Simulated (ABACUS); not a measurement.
**SnSe2: 7 runs along one coordinate**

System: SnSe2 (3 atoms in the cell).
Method: Kohn-Sham DFT of a periodic cell, PBE, PseudoDojo NC SR 0.4.1 PBE standard, no spin polarisation (ABACUS 3.10.1).

The 7 runs differ only in the geometry, by an even scaling of the cell at fixed fractional positions. The structure derives from an entry of the Crystallography Open Database.

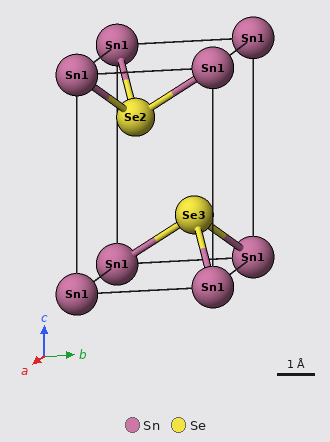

Figure 1. The structure of run 4 (ball-and-stick view of the cell of the calculation, seen slightly off an axis; atoms are numbered from 1 in the order of the input).

### Input file of run 4
```
INPUT_PARAMETERS
suffix              SnSe2
calculation         scf
basis_type          pw
pseudo_dir          ./
symmetry            1
dft_functional      pbe
ecutwfc             87
pseudo_rcut         10
nspin               1
nbands              28
ks_solver           dav
smearing_method     fd
smearing_sigma      0.00367493
scf_thr             1e-08
scf_nmax            100
mixing_type         broyden
mixing_beta         0.7
cal_force           1
cal_stress          1
kpar                4
```

### File STRU of run 4
```
ATOMIC_SPECIES
Sn 118.7100 Sn.upf
Se 78.9710 Se.upf

LATTICE_CONSTANT
1.8897261246

LATTICE_VECTORS
3.8110000000 0.0000000000 0.0000000000
-1.9055000000 3.3004228138 0.0000000000
0.0000000000 0.0000000000 6.1360000000

ATOMIC_POSITIONS
Direct

Sn
0.0
1
0.0000000000 0.0000000000 0.0000000000 1 1 1

Se
0.0
2
0.6666666667 0.3333333333 0.7510000000 1 1 1
0.3333333333 0.6666666667 0.2490000000 1 1 1
```

### File KPT of run 4
```
K_POINTS
0
Gamma
8 8 5 0 0 0
```

Command:
```bash
OMP_NUM_THREADS=1 mpirun -np 4 abacus > log
```

Run 2 differs from it as follows:
```diff
-3.8110000000 0.0000000000 0.0000000000
--1.9055000000 3.3004228138 0.0000000000
-0.0000000000 0.0000000000 6.1360000000
+3.7594936861 0.0000000000 0.0000000000
+-1.8797468431 3.2558170375 0.0000000000
+0.0000000000 0.0000000000 6.0530709152
```

### Results, with one run withheld

```tsv
run	volume per atom (Å³)	free energy per atom, from the lowest run given (meV)	pressure (GPa)	gap on the mesh (eV)
1	24.182	115.89	11.63	0.86
2	24.697	?	?	?
3	25.212	54.94	7.50	0.81
4	25.726	33.73	5.75	0.79
5	26.241	17.85	4.17	0.76
6	26.755	6.77	2.76	0.73
7	27.270	0.00	1.49	0.71
```

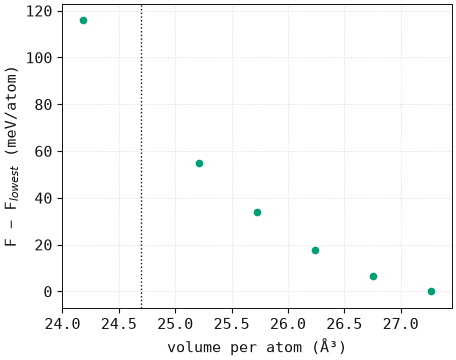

Figure 2. Free energy per atom of the runs given; the dotted line marks run 2.

Fit the runs given and predict run 2.

A cubic polynomial in V^(−2/3) (the Birch–Murnaghan form), fitted to the 6 runs given, misses them by at most 0.01 meV per atom. With x = V^(−2/3) − 0.11434 Å⁻², it reads F = 28.966 + 11240 x + 1.0031e+06 x² + 2.7909e+06 x³ (meV per atom). At run 2 it gives 82.10 meV per atom, and the run itself gives 82.10. The slope of the fit gives a pressure −dF/dV of 9.44 GPa there, and the run prints 9.45 GPa. The fit has no minimum inside this range. The gap on the mesh goes, without turning, from 0.86 eV in run 1 to 0.71 eV in run 7; run 2 has 0.83 eV. These are gaps of this functional on this mesh, which can miss the band edges; they aren't the measured gap.

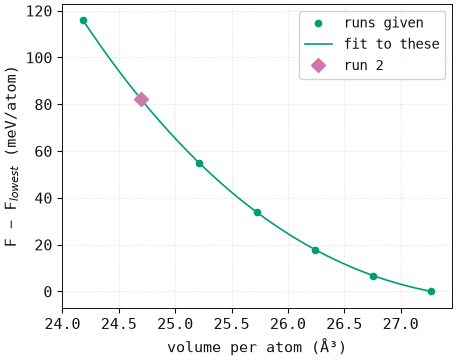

Figure 3. The fit and the withheld run.

### Some lines of the output (run 2)
```
[...]
                             Volume (A^3) = 74.0909
 E_Fermi        0.6900242513         9.3882615761
 E_Fermi        0.7097900728         9.6571893737
 E_Fermi        0.7078707029         9.6310750064
 E_Fermi        0.7095370425         9.6537467200
 E_Fermi        0.7097856008         9.6571285293
 E_Fermi        0.7098614705         9.6581607899
 E_Fermi        0.7098778144         9.6583831596
 E_KS(sigma->0) -642.6134744344      -8743.2048638847
 E_Fermi        0.7098873514         9.6585129171
 final etot is -8743.2048711 eV
 EFERMI = 9.6585129171 eV
 TOTAL-PRESSURE: 94.513600 KBAR
 !FINAL_ETOT_IS -8743.2048711102015659 eV
```
